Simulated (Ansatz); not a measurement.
**CdTe: a failed or faulty run and its cure**

System: CdTe (F-43m, 2 atoms in the cell).
Method of the first run: DFT, PBE, all-electron LAPW, Ueff = 30 eV on Cd f (Ansatz 0.2.0).

Text and figures count atoms from 1; the logs count them from 0 in places.

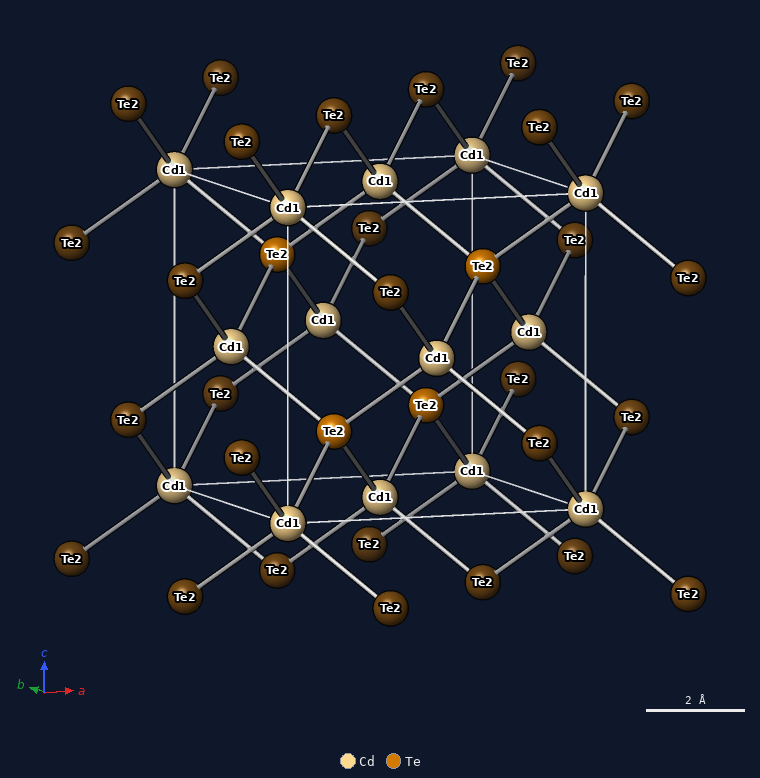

Figure 1. The input geometry (ball-and-stick view of the cell 4 times as large as that of the calculation, set on its symmetry axes, seen slightly off an axis; neighbours outside the cell are drawn fainter; atoms are numbered from 1 in the order of the input). Near neighbours in the crystal (not all of them lie inside the picture): Cd has 4 Te at 2.84 Å; Te has 4 Cd at 2.84 Å.

The input, the first run:
```yaml
crystal:
  lattice:
    - [0.0, 3.2821135562, 3.2821135562]
    - [3.2821135562, 0.0, 3.2821135562]
    - [3.2821135562, 3.2821135562, 0.0]
  atoms:
    - { symbol: Cd, position: [0.0, 0.0, 0.0] }
    - { symbol: Te, position: [0.75, 0.75, 0.75] }
kpoints:
  mp_grid: { grid: [8, 8, 8] }
  band_path:
    path:
      - [0.0, 0.0, 0.0]
      - [-0.5, -0.5, 0.0]
      - [-0.375, -0.375, 0.25]
      - [-0.375, 0.0, 0.375]
      - [0.0, 0.0, 0.0]
      - [0.0, 0.0, 0.5]
      - [-0.5, -0.25, 0.25]
      - [-0.5, -0.5, 0.0]
    npoints: 14
scf:
  occupations: { method: fermi_dirac, width: 0.03 }
  max_iter: 80
hamiltonian:
  xc: pbe
  pseudopotentials: { kind: all_electron, lapw: { basis_error: 0.001 } }
  hubbard: { sites: [{ species: Cd, l: f, u_eff: 30.0 }] }
output:
  forces: true
  stress: true
  eigenvalues: true
  populations: true
```

Launched with:
```bash
ansatz run input.yaml --threads 1 --pin off --max-ram 2048MiB --backend cpu --events-out ev --progress --plain --runs-dir out
```

Hardware: 1 thread of Intel Xeon (Granite Rapids), 32 GiB of memory available, shared host.

Output (the first run):
```
Error: invalid value for `hamiltonian.pseudopotentials.projection_atoms`: `1s2 2s2 2p6 3s2 3p6 3d10 4s2 4p6 4d10 4f0 5s2` of Cd: PBE doesn't bind the shell 4f of the free atom, whose level lies at +1.10 eV. Type another configuration
```

What should be changed in this input?

The input was spoiled on purpose: a U on a shell that isn't there (`hamiltonian.hubbard`). The program refused the input: “invalid value for `hamiltonian.pseudopotentials.projection_atoms`: `1s2 2s2 2p6 3s2 3p6 3d10 4s2 4p6 4d10 4f0 5s2` of Cd: PBE doesn't bind the shell 4f of the free atom, whose level lies at +1.10 eV. Type another configuration”

A run of the same system that converges differs from this input as follows (lines with − go, lines with + come):
```diff
-  max_iter: 80
-  hubbard: { sites: [{ species: Cd, l: f, u_eff: 30.0 }] }
```

Output, shortened to warnings, some set-up lines, iterations and results (the second run):
```
Basis set: ecut = 244.82725186756247 eV, 609 PW (Γ), exchange–correlation at level 2
Symmetry: 24 space group operations
k-points: 29 of 512 (time reversal used)
Initial density: superposition of atomic densities (chi_scale 0.1, normalization cell, long waves kept (reshape's long-wave potential 0.00 eV rms))
[...]
SCF iter   1: F=—  HF=-337120.963199 eV  |F-HF|=—  |Δ(HF+E_count)|=         —  Δρ=1.97e-2  dr2=5.94e-1  ethr=1.35e-3  ⟨swp⟩=2.0  Hψ=5046  notcnv=0
SCF iter   2: F=—  HF=-337120.754641 eV  |F-HF|=—  |Δ(HF+E_count)|=   2.09e-1  Δρ=6.09e-3  dr2=2.21e-2  ethr=5.00e-5  ⟨swp⟩=2.0  Hψ=4123  notcnv=0
SCF iter   3: F=—  HF=-337120.730087 eV  |F-HF|=—  |Δ(HF+E_count)|=   2.46e-2  Δρ=3.59e-3  dr2=9.08e-3  ethr=5.00e-5  ⟨swp⟩=2.2  Hψ=2415  notcnv=0
SCF iter   4: F=—  HF=-337120.730232 eV  |F-HF|=—  |Δ(HF+E_count)|=   1.46e-4  Δρ=1.21e-3  dr2=1.12e-3  ethr=2.06e-5  ⟨swp⟩=2.0  Hψ=2285  notcnv=0
SCF iter   5: F=—  HF=-337120.730367 eV  |F-HF|=—  |Δ(HF+E_count)|=   1.35e-4  Δρ=1.93e-4  dr2=1.95e-5  ethr=2.54e-6  ⟨swp⟩=2.0  Hψ=2308  notcnv=0
SCF iter   6: F=—  HF=-337120.730383 eV  |F-HF|=—  |Δ(HF+E_count)|=   1.60e-5  Δρ=3.55e-5  dr2=7.56e-7  ethr=4.43e-8  ⟨swp⟩=3.0  Hψ=2316  notcnv=0
SCF iter   7: F=-337120.730386 eV  HF=-337120.730386 eV  |F-HF|=4.38e-8  |Δ(HF+E_count)|=   2.48e-6  Δρ=4.35e-6  dr2=1.45e-8  ethr=1.72e-9  ⟨swp⟩=3.0  Hψ=2403  notcnv=0
SCF 1 converged in 7 iterations: F = -337120.730386 eV  dr2 = 1.45e-8
NSCF: frozen V_eff on 99 k-points
SCF converged after 7 iterations
Free energy (F): -337120.730386 eV
Harris-Foulkes:  -337120.730386 eV  (|F-HF|=4.38e-8)
Internal energy: -337120.730386 eV  (E = F + TS)
E sigma→0 (E₀):  -337120.730386 eV
Entropy (-TS):   -0.000000 eV (-0.000 meV/atom)
Fermi energy:    8.588052 eV
--- Per-component energies (eV) ---
  E_band       = -1661.042038
  E_kinetic    = 354732.910486
  E_xc         = -9001.030531
  E_electrostatic = -682852.610340  (all electrons and nuclei)
  E_smearing   = -0.000000  (= −TS)
  E_closure    = 0.000000  (closes the sum)
  E_atoms      = -337115.932394  (free atoms, spherical and without spin; not in F)
  Σ components = -337120.730386   (vs F -337120.730386, Δ=0.00e0)
  Basis errors (estimates in eV, not in F): energy 4.4e-4 per atom: plane waves 4.1e-4 (2.4e-4 summed), levels above the bands 1.2e-118, relativity 6.1e-8, radial functions 3.2e-5, core shells 2.0e-7; eigenvalues (radial functions only) 1.1e-6; not estimated: angular momenta, meshes, grids; target …
--- Forces (eV/Å), atoms counted from 1 ---
  atom   1  Cd     0.00000000    -0.00000000     0.00000000
  atom   2  Te    -0.00000000     0.00000000    -0.00000000
  max |Σ_I F_I| component: 5.09e-17 eV/Å
--- Stress (GPa, compression-positive) ---
        0.929730      -0.000000      -0.000000
       -0.000000       0.929730       0.000000
       -0.000000       0.000000       0.929730
  P = ⅓ Tr σ = 0.9297 GPa (9.297 kbar)
--- Löwdin populations: 2 sites ---
  site symbol       q [e]
     0     Cd     46.8585
     1     Te     52.9344
  spilling = 0.002071 (of n_electrons = 100.000000)
```

The two runs side by side:

| quantity | the first run | the second run |
| --- | --- | --- |
| outcome | refused | converged |
| free energy per atom (eV) | – | −168560.3652 |
| pressure (GPa) | – | 0.93 |
| volume per atom (Å³) | – | 35.36 |
| largest force (eV/Å) | – | 0.000 |
| SCF iterations | – | 7 |
| irreducible k-points | – | 29 |
| plane waves at Γ | – | 609 |
